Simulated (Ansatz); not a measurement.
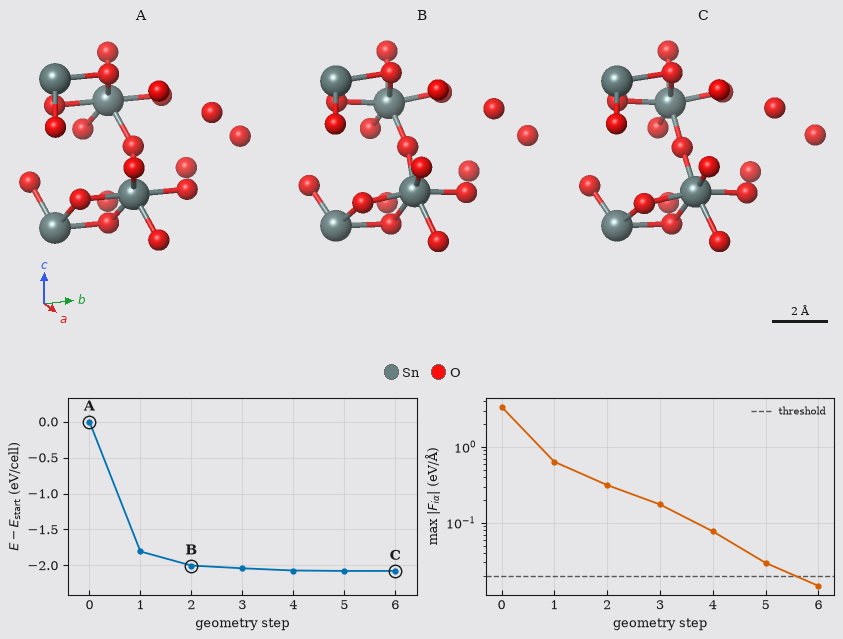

Frames of a relaxation of a defect cell of composition Sn5O12 (cell charge −4), marked on the history of the run. A ball-and-stick model of the atoms within 4.2 Å of the atom that moves most (axes of the conventional cell (4 times the calculation's cell) (origin shifted)), seen slightly off an axis. Lengths and directions refer to the drawn axes.

Case: Sn vacancy, atoms relaxed.

Level of theory: Ansatz, DFT PBEsol, scalar-relativistic, plane waves, PAW. (plane-wave cutoff 420 eV; k-point mesh 6 × 6 × 6; occupations gaussian; smearing width 0.05 eV; no spin polarisation; atoms relaxed in a fixed cell; force threshold 0.02 eV/Å; at most 50 steps)

Describe the path.

Answer. The energy falls by 2.077 eV per cell of the calculation in 6 geometry steps. Largest force component: 3.4 eV/Å at the start, 0.015 eV/Å at the end. The largest moves, 0.51 Å, are those of O atoms. Largest moves by element: O 0.51 Å, Sn 0.09 Å. The cell stays as it was. Among the contacts that change: O–Sn 2.063 → 1.941 Å, O–Sn 2.063 → 2.161 Å, O–Sn 2.063 → 1.974 Å, O–Sn 2.080 → 2.138 Å. Bond angles that change, for instance: Sn–O–Sn 152.9° → 178.4°, O–Sn–O 76.5° → 94.1°, O–Sn–O 152.9° → 168.5°. Cost: 90 s on 4 threads of Intel(R) Xeon(R) 6975P-C (Granite Rapids) (shared host), peak memory 1.3 GiB. From step 0 to 2: O atoms move most (0.25 Å), energy −2.002 eV per cell of the calculation. From step 2 to 6: O atoms move most (0.26 Å), energy −75.3 meV per cell of the calculation.

Limits of the set-up: the periodic images lie only 5.7 Å apart, so the values are limited by the cell's size; the cell is charged, on a uniform background, and energies carry no finite-size correction.
